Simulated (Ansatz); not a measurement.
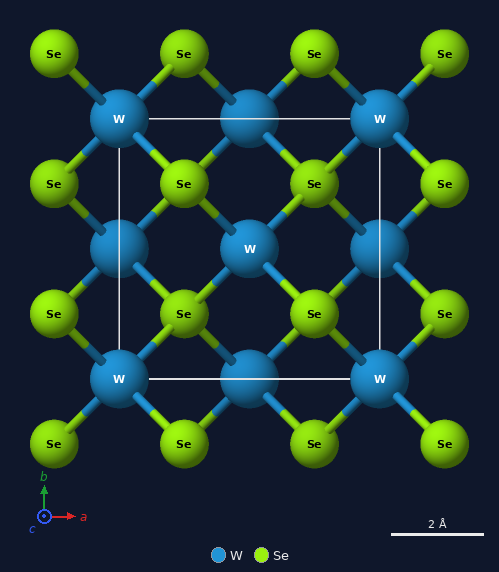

This is the input geometry for a relaxation of solid WSe (built on the zinc blende type). The picture is a ball-and-stick view of the conventional cell (4 times the calculation's cell), seen along the c axis. Lengths and directions refer to the drawn axes.

Case: no spin polarisation.

Computed with DFT PBE, scalar-relativistic, plane waves, PAW in Ansatz 0.2.0.

Input file:
```yaml
crystal:
  lattice:
    - [0.0, 2.8388664208, 2.8388664208]
    - [2.8388664208, 0.0, 2.8388664208]
    - [2.8388664208, 2.8388664208, 0.0]
  atoms:
    - { symbol: W, position: [0.0, 0.0, 0.0] }
    - { symbol: Se, position: [0.25, 0.25, 0.25] }
basis:
  ecutwfc: 420
kpoints:
  mp_grid: { grid: [12, 12, 12] }
hamiltonian:
  xc: pbe
scf:
  occupations: { method: gaussian, width: 0.1 }
  lower_state_search: "off"
output:
  forces: true
  stress: true
  eigenvalues: true
relax:
  adjacent_minimum: "off"
  f_tol: 0.01
  max_steps: 60
  cell: { stress_tol: 0.05 }
```

Run as
```bash
ansatz run input.yaml --threads 1 --pin off --max-ram 2560MiB --backend cpu --events-out ev --progress --plain --runs-dir out
```

Question: What does the optimiser find from here?

Answer: Over 2 accepted moves (3 points after the start) the energy falls by 2.0 meV per atom. All forces vanish by symmetry, so only the cell relaxes. The pressure goes from −1.82 to −0.02 GPa. At 1 point the geometry stayed and the basis and grid were re-selected for the new cell (energy shift of 0.1 meV per atom at most each time). No atom moves by more than 0.005 Å relative to the cell. The drawn cell changes as follows: a = b = c 5.678 → 5.649 Å (−0.5 %); the volume changes by −1.5 %. Among the contacts that change: W1–Se2 2.459 → 2.446 Å. The space group stays F-43m (No. 216).

The structure at the end:

```
W Se
1.0
     0.00000    2.82472    2.82472
     2.82472    0.00000    2.82472
     2.82472    2.82472    0.00000
W Se
1 1
Direct
  0.00000 0.00000 0.00000
  0.25000 0.25000 0.25000
```
